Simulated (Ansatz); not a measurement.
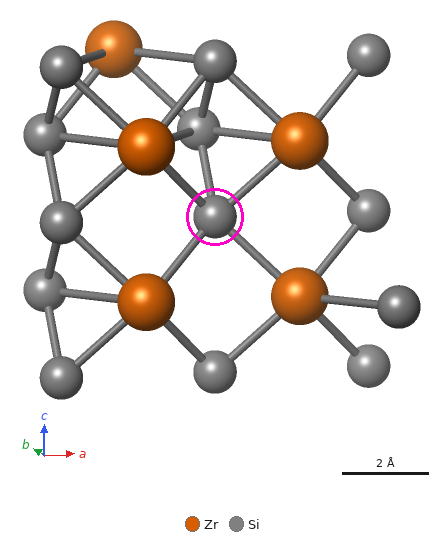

Perfect ZrSi2. The picture is a ball-and-stick view of the atoms within 5.4 Å of one point, in a slice 3.4 Å thick across the line of sight, seen slightly off an axis.

All numbers below come from DFT PBE, scalar-relativistic, plane waves, PAW (Ansatz). (plane-wave cutoff 420 eV; k-point mesh 4 × 3 × 4; occupations gaussian; smearing width 0.1 eV; no spin polarisation) The cell is small and the k-mesh coarse, so the numbers are rough. The axes drawn are those of the host's conventional cell.

A silicon atom is replaced by zirconium at the ringed place, in charge state 0. The supercell has 30 sites, and the atoms are relaxed at the host's cell.

**Predict the relaxed surroundings of the defect.**

In the host the Si atom has 2 Si at 2.42 Å, 4 Zr at 2.72 Å; the Zr atom ends with 6 Si at 2.77 to 2.84 Å, 4 Zr at 2.80 to 2.82 Å. Of the host's atoms, a silicon atom moves furthest from its site, by 0.23 Å. The Zr atom itself moves 0.79 Å from where it was put. Relaxing the atoms from the host's sites lowers the energy by 2.95 eV. At a tolerance of 0.02 Å the relaxed supercell has space group C2.

The relaxed defect, seen from the same direction:

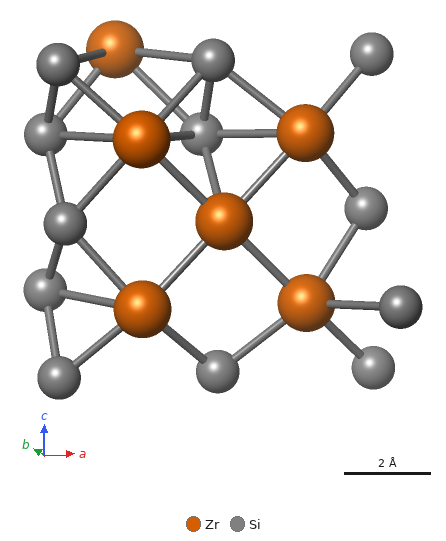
